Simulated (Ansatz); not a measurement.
SnSe

The calculation's input:

```
crystal:
  lattice:
    - [0.0, 3.01, 3.01]
    - [3.01, 0.0, 3.01]
    - [3.01, 3.01, 0.0]
  atoms:
    - { symbol: Sn, position: [0.0, 0.0, 0.0] }
    - { symbol: Se, position: [0.5, 0.5, 0.5] }
basis:
  ecutwfc: 500
kpoints:
  mp_grid: { grid: [10, 10, 10] }
hamiltonian:
  xc: r2scan
scf:
  occupations: { method: gaussian, width: 0.05 }
output:
  forces: true
  stress: true
  eigenvalues: true
  write_density: true
  write_potential: true
  elf: true
  volumetric_format: npy
```

Run with:

```sh
ansatz run input.yaml --threads 1 --pin off --max-ram 2560MiB --backend cpu --events-out ev --progress --plain --runs-dir out
```

Below, planes, directions and counts refer to the conventional cell (a = 6.02 Å, b = 6.02 Å, c = 6.02 Å, α = 90.00°, β = 90.00°, γ = 90.00°).

Space group Fm-3m.

Method: DFT r2SCAN, scalar-relativistic, plane waves, PAW (Ansatz).

### Predict the valence pseudo-density and electron localisation function between the atoms.

Sn–Se (3.01 Å): the density is about 0.23 e/Å³ at the midpoint; the ELF is about 0.40 at the midpoint and 0.30 at its lowest between the atoms.

### Metal or insulator at this level of theory?

It is gapped, with a Kohn–Sham gap of 0.46 eV on the k-point mesh (the band edges may lie off the mesh, which would make the gap smaller).

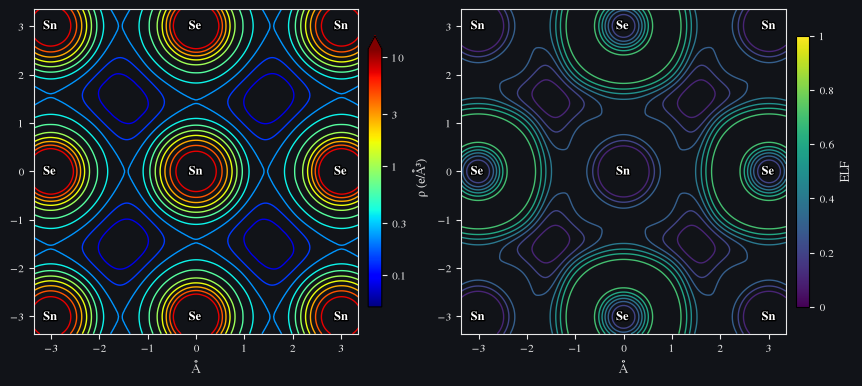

Computed valence pseudo-density and electron localisation function on the (100) plane of the conventional cell, in this order. 

In a PAW calculation such maps are meaningful between the atoms, not at the nuclei.
